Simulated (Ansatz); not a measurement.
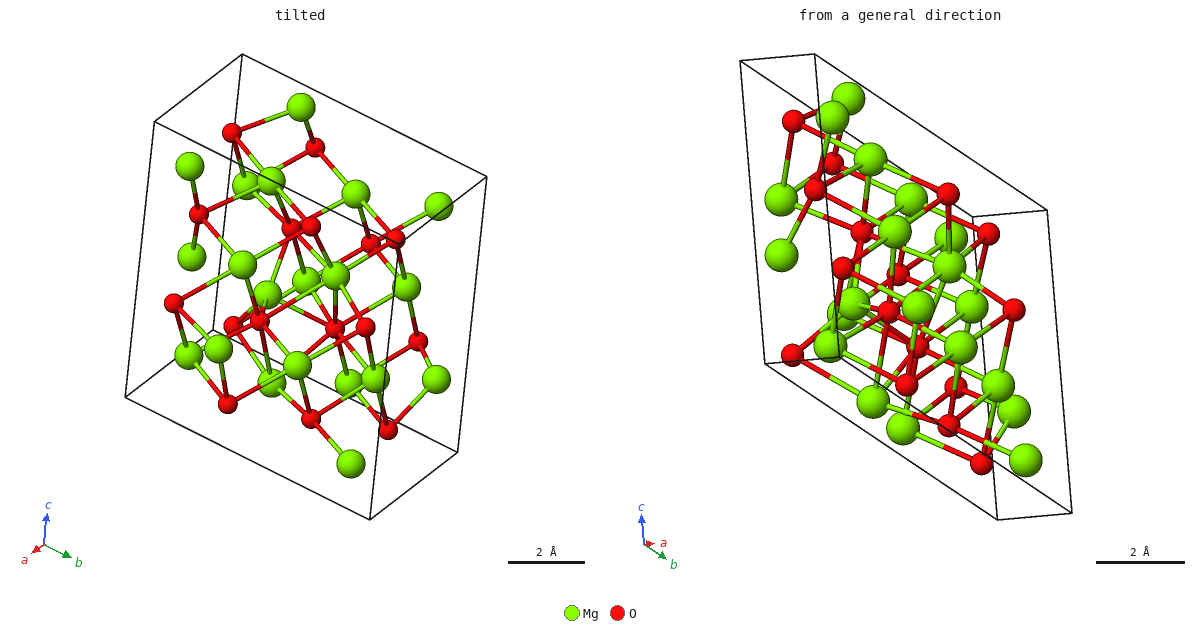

Structure drawing (ball-and-stick), viewed slightly off an axis and from a general direction. The supercell is drawn as a box. The host is MgO, in a cell of 32 sites, and the cell carries a charge of +1.

> How does this supercell depart from the perfect host?

An interstitial magnesium atom. It is bonded to four O at about 1.9 to 2.0 Å.

Calculation details: DFT PBE, scalar-relativistic, plane waves, PAW (Ansatz 0.2.0); a cutoff energy of 420 eV, a 2×2×2 mesh of k-points, Gaussian smearing of 0.01 eV, collinear spins.

> Does a spin moment come with the defect?

Yes, 1.0 μB in the cell.

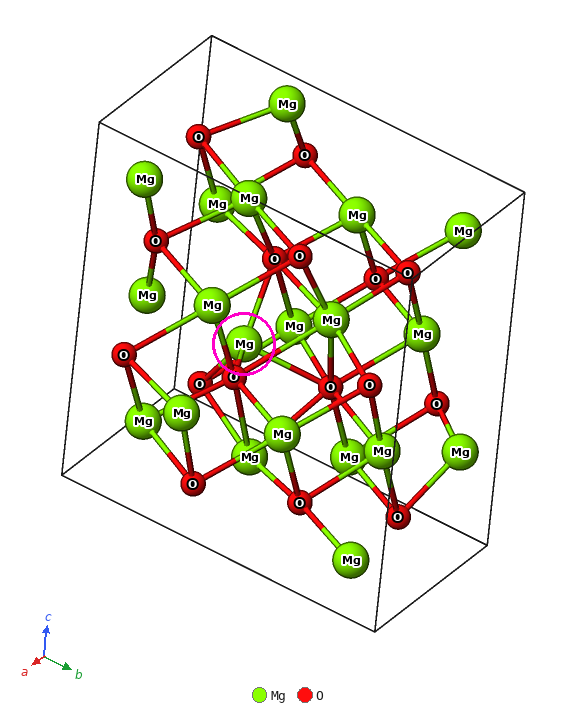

The same cell with a ring at the defect's site.

The atoms were relaxed in the host's cell with DFT PBE, scalar-relativistic, plane waves, PAW in Ansatz 0.2.0.
